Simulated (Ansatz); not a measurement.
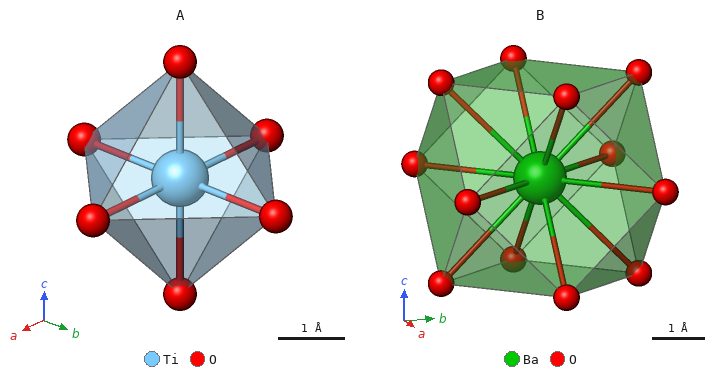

Coordination polyhedra in BaTiO3 (Pm-3m). Continuous shape measures are computed against ideal polyhedra (0 is ideal; above about 3 the distortion is strong). Source: the geometry relaxed with DFT, PBEsol, plane waves, PAW (Ansatz 0.2.0); the starting structure was generated, so it need not be a known form of this composition.

Q: Name each polyhedron.

A: A. TiO6: an essentially ideal octahedron (coordination number 6, S = 0.00; next best trigonal prism, S = 16.7); mean bond 1.98 Å.
B. BaO12: an essentially ideal cuboctahedron (coordination number 12, S = 0.00; next best icosahedron, S = 5.3); mean bond 2.81 Å.
